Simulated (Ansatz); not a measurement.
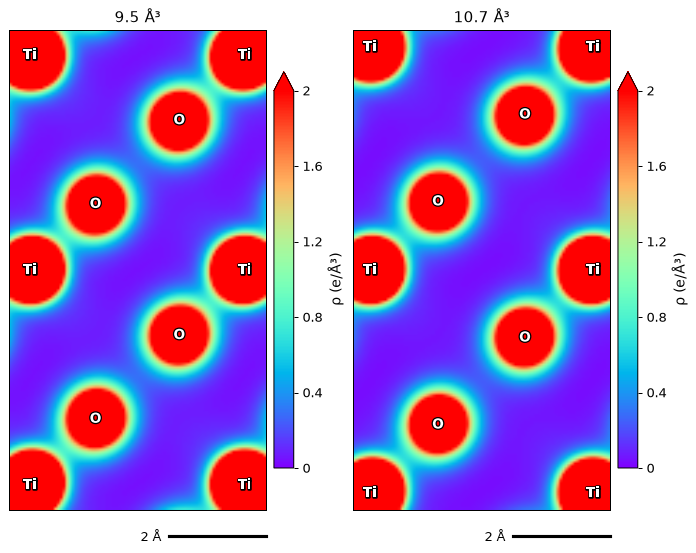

TiO$_{2}$. The valence charge density (pseudo) of cells scaled evenly to different volumes (given per atom above each panel), on the (001) plane of each (indices in the axes of the cell below), at one length scale and on one colour scale.

A point of a scan over the structure, not its minimum; computed without spin polarisation; PAW files of the earlier set (soft_1).

Level of theory: DFT PBE, scalar-relativistic, plane waves, PAW in Ansatz.

In a PAW calculation such maps are meaningful between the atoms, not at the nuclei.

The largest cell:

```
Ti O
1.0
     4.58154    0.00000    0.00000
     0.00000    4.58154    0.00000
     0.00000    0.00000    3.04444
Ti O
2 4
Direct
  0.00000 0.00000 0.00000
  0.50000 0.50000 0.50000
  0.30510 0.30510 0.00000
  0.19490 0.80510 0.50000
  0.69490 0.69490 0.00000
  0.80510 0.19490 0.50000
```

| volume (Å³/atom) | Ti–O contact in the plane (Å) | ρ at its midpoint (e/Å³) | pressure (GPa) | gap on the mesh (eV) | 
| --- | --- | --- | --- | --- |
| 9.52 | 1.904 | 0.804 | 30.5 | 2.09 | 
| 10.08 | 1.941 | ? | ? | ? | 
| 10.65 | 1.977 | 0.676 | −1.5 | 1.80 | 

Q: What values belong in the row with question marks?

A: Over the known rows ln ρ falls by 2.38 per Å of Ti–O distance (the line through the two), which gives 0.736 e/Å³ at 1.941 Å; the calculation gives 0.735 e/Å³. For the pressure, a straight line in volume between the neighbouring rows gives 14.6 GPa; the calculation gives 12.2, lower because pressure rises ever faster on compression. For the gap on the mesh, a straight line in volume between the neighbouring rows gives 1.95 eV; the calculation gives 1.94.
